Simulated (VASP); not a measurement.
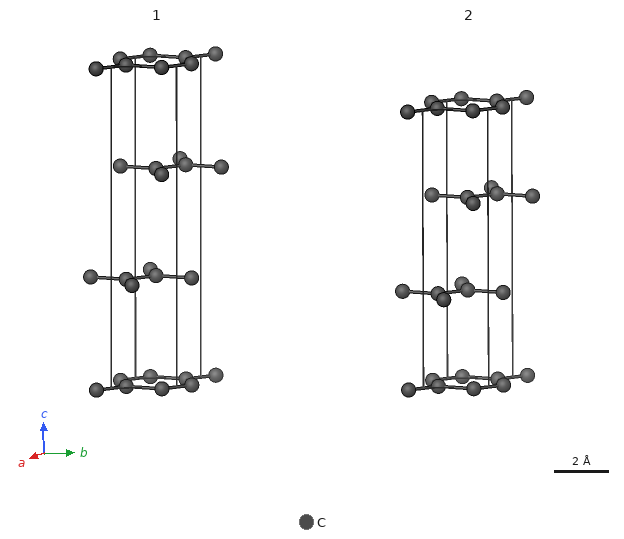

Two geometries of a crystal of C (set up in C2/m), drawn at one scale. One is the start of a relaxation, the other its converged end. A ball-and-stick model of the larger cell on standard axes (3 times the calculation's cell), seen slightly off an axis.

The calculation used VASP 6.6.1, Kohn-Sham DFT of a periodic cell, PBE, VASP PAW PBE potentials, minimal. Settings: plane-wave cutoff 900 eV; k-point mesh 13 × 13 × 8; occupations fermi-dirac; smearing width 0.05 eV; no spin polarisation.

Which one is relaxed?

Structure 1 is the relaxed one. The run lets cell and atoms move. Over 38 geometry steps the energy falls by 8.3 meV per atom. The largest force component goes from 0.004 to 0.0019 eV/Å. Pressure: 3.94 GPa at the start and 0.00 GPa at the end. No atom moves by more than 0.005 Å relative to the cell. The drawn cell changes as follows: a = b 2.456 → 2.467 Å (+0.4 %), c 10.509 → 12.147 Å (+15.6 %), α 90.6° → 90.3°, β 89.4° → 89.7°; the volume changes by +16.6 %. Among the contacts that change: C–C 1.418 → 1.424 Å. The space group stays C2/m (No. 12). At step 1 the optimiser overshot: the energy rose above the start, and later steps came back. The volume changes by over a tenth within one run on a fixed set of plane waves, so the end point should be relaxed again from the new cell.

Limits of the set-up: layers or molecules are held without a dispersion correction, so their spacing is unreliable.
